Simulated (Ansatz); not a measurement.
# Energy of HfO₂ along a strain of the cell

System: HfO₂ (I4/mmm, 3 atoms in the cell).
Method: DFT PBE, scalar-relativistic, plane waves, PAW, no spin polarisation (Ansatz 0.2.0).

The 5 runs differ only in the geometry, by a strain of the cell at fixed fractional positions. Against run 3, the strain is εxx = η and εyy = η. The structure derives from an entry of the Crystallography Open Database.

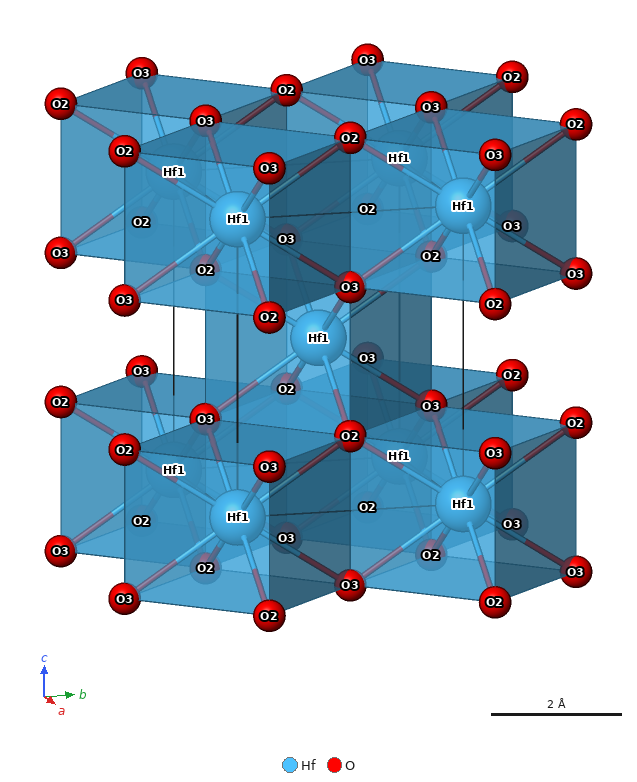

Figure 1. The structure of run 3 (polyhedral view of the cell 2 times as large as that of the calculation, set on its symmetry axes, seen slightly off an axis; polyhedra are completed across the faces of the cell; atoms are numbered from 1 in the order of the input). An atom can appear more than once, as a periodic image.

## Input of run 3
```yaml
crystal:
  lattice:
    - [0.0, 2.5575, 2.3529]
    - [2.5575, 0.0, 2.3529]
    - [2.5575, 2.5575, 0.0]
  atoms:
    - { symbol: Hf, position: [0.0, 0.0, 0.0] }
    - { symbol: O, position: [0.25, 0.25, 0.25] }
    - { symbol: O, position: [0.75, 0.75, 0.75] }
basis:
  ecutwfc: 420
kpoints:
  mp_grid: { grid: [8, 8, 8] }
hamiltonian:
  xc: pbe
scf:
  occupations: { method: gaussian, width: 0.05 }
output:
  forces: true
  stress: true
  eigenvalues: true
```

Command:
```bash
ansatz run input.yaml --threads 1 --pin off --max-ram 2560MiB --backend cpu --events-out ev --progress --plain --runs-dir out
```

Lattice vectors (Å) and fractional positions of run 3:
```
   0.000000    2.557500    2.352900
   2.557500    0.000000    2.352900
   2.557500    2.557500    0.000000
Hf  0.000000  0.000000  0.000000
O   0.250000  0.250000  0.250000
O   0.750000  0.750000  0.750000
```

Run 2 differs from it as follows:
```diff
-    - [0.0, 2.5575, 2.3529]
-    - [2.5575, 0.0, 2.3529]
-    - [2.5575, 2.5575, 0.0]
+    - [0.0, 2.4552, 2.3529]
+    - [2.4552, 0.0, 2.3529]
+    - [2.4552, 2.4552, 0.0]
```

## Results, with one run withheld

```tsv
run	strain parameter η (%)	free energy per atom, from the lowest run given (meV)	pressure (GPa)	gap on the mesh (eV)
1	−8.0000	461.07	97.52	4.24
2	−4.0000	?	?	?
3	0.0000	0.00	21.30	2.78
4	4.0000	34.30	−0.51	2.13
5	8.0000	190.01	−15.35	1.54
```

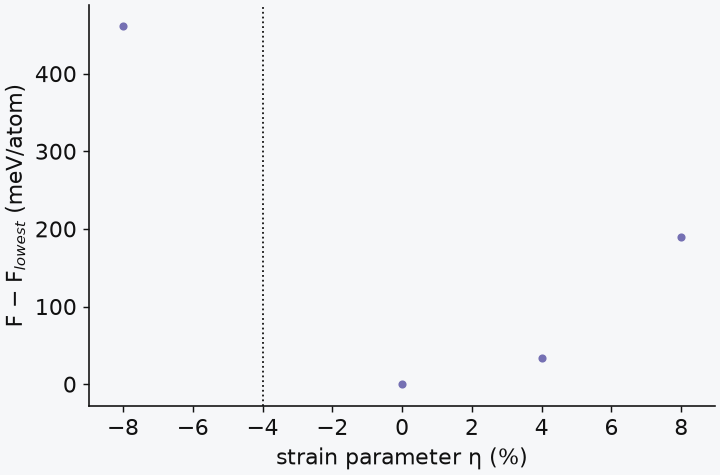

Figure 2. Free energy per atom of the runs given; the dotted line marks run 2.

Fit the runs given and predict run 2.

A quadratic polynomial in the coordinate, fitted to the 4 runs given, misses them by at most 12.03 meV per atom. With x = η − 1.0000, it reads F = −2.5722 − 6.6271 x + 4.9691 x² (meV per atom). At run 2 it gives 154.79 meV per atom, and the run itself gives 125.80. The fit has its minimum at η = 1.6668 %. The miss comes from the order of the polynomial or from scatter in that run; these data can't tell which. The gap on the mesh goes, without turning, from 4.24 eV in run 1 to 1.54 eV in run 5; run 2 has 3.48 eV. These are gaps of this functional on this mesh, which can miss the band edges; they aren't the measured gap.

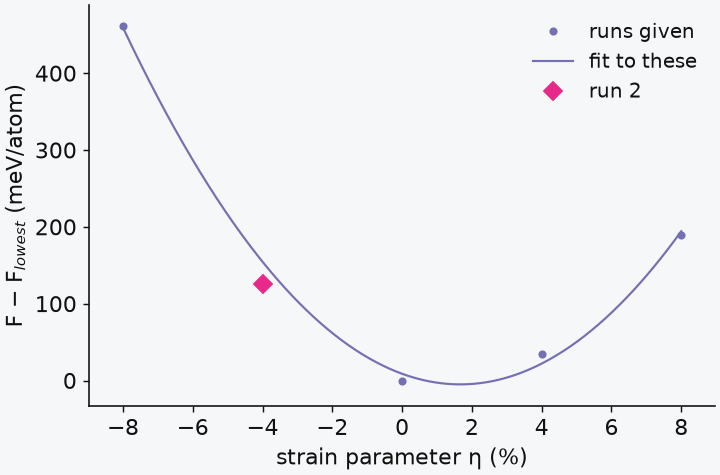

Figure 3. The fit and the withheld run.

## Output, shortened to warnings, some set-up lines, iterations and results (run 2)
```
Basis set: ecut = 420 eV, 535 PW (Γ), exchange–correlation on 48×48×48 points (8 copies of the dense FFT grid, shifted against one another)
Symmetry: 16 space group operations
k-points: 59 of 512
Initial density: superposition of atomic densities (neutral atoms: chi_scale 0, normalization atom), corrected by the library's trained network
[...]
SCF iter   1: F=—  HF=-16860.668095 eV  |F-HF|=—  |Δ(HF+E_count)|=         —  Δρ=3.35e-3  dr2=1.99e-3  ethr=1.77e-3  ⟨swp⟩=5.2  Hψ=5112  notcnv=0
SCF iter   2: F=—  HF=-16860.668882 eV  |F-HF|=—  |Δ(HF+E_count)|=   7.87e-4  Δρ=2.23e-3  dr2=6.82e-4  ethr=5.25e-6  ⟨swp⟩=2.1  Hψ=2746  notcnv=0
SCF iter   3: F=—  HF=-16860.669029 eV  |F-HF|=—  |Δ(HF+E_count)|=   1.47e-4  Δρ=9.78e-4  dr2=1.29e-4  ethr=1.79e-6  ⟨swp⟩=2.0  Hψ=2223  notcnv=0
SCF iter   4: F=—  HF=-16860.669160 eV  |F-HF|=—  |Δ(HF+E_count)|=   1.31e-4  Δρ=3.79e-4  dr2=1.86e-5  ethr=3.39e-7  ⟨swp⟩=2.9  Hψ=2595  notcnv=0
SCF iter   5: F=—  HF=-16860.669188 eV  |F-HF|=—  |Δ(HF+E_count)|=   2.79e-5  Δρ=8.80e-5  dr2=1.14e-6  ethr=4.89e-8  ⟨swp⟩=2.7  Hψ=2526  notcnv=0
SCF iter   6: F=-16860.669189 eV  HF=-16860.669189 eV  |F-HF|=2.76e-8  |Δ(HF+E_count)|=   1.16e-6  Δρ=2.53e-5  dr2=6.96e-8  ethr=2.63e-10  ⟨swp⟩=3.6  Hψ=6173  notcnv=0
SCF 1 converged in 6 iterations: F = -16860.669189 eV  dr2 = 6.96e-8
SCF converged after 6 iterations
Free energy (F): -16860.669189 eV
Harris-Foulkes:  -16860.669189 eV  (|F-HF|=2.76e-8)
Internal energy: -16860.669189 eV  (E = F + TS)
E sigma→0 (E₀):  -16860.669189 eV
Fermi energy:    21.196098 eV
--- Per-component energies (eV) ---
  E_band       = 175.315303
  E_kinetic    = 786.887420
  E_local      = -5329.483347  (includes V_loc(G=0)·N_el)
  E_nonlocal   = -1144.939297
  E_hartree    = 2487.075590
  E_xc         = -451.781478
  E_vxc        = -460.247038  (∫ρ·V_xc dr)
  E_paw        = -7246.263090  (= ΣΔE_a)
  E_vpaw       = 1348.933597  (= ΣTr[D̂ρ^β])
  E_aug_tail   = 0.005054  (compensation charges beyond the density's cutoff)
  E_ewald      = -5962.170040
  E_smearing   = -0.000000  (= −TS)
  E_closure    = -0.000000  (closes the sum)
  Σ components = -16860.669189   (vs F -16860.669189, Δ=0.00e0)
--- Forces (eV/Å), atoms counted from 1 ---
  atom   1  Hf    -0.00000000    -0.00000000     0.00000000
  atom   2  O     -0.00000000     0.00000000     0.00000000
  atom   3  O     -0.00000000     0.00000000     0.00000000
  max |Σ_I F_I| component: 3.47e-18 eV/Å
--- Stress (GPa, compression-positive) ---
       44.995410       0.000000       0.000000
        0.000000      44.995410      -0.000000
        0.000000       0.000000      68.251374
  P = ⅓ Tr σ = 52.7474 GPa (527.474 kbar)
```

Notes: Spin–orbit coupling is left out, which matters for Hf.
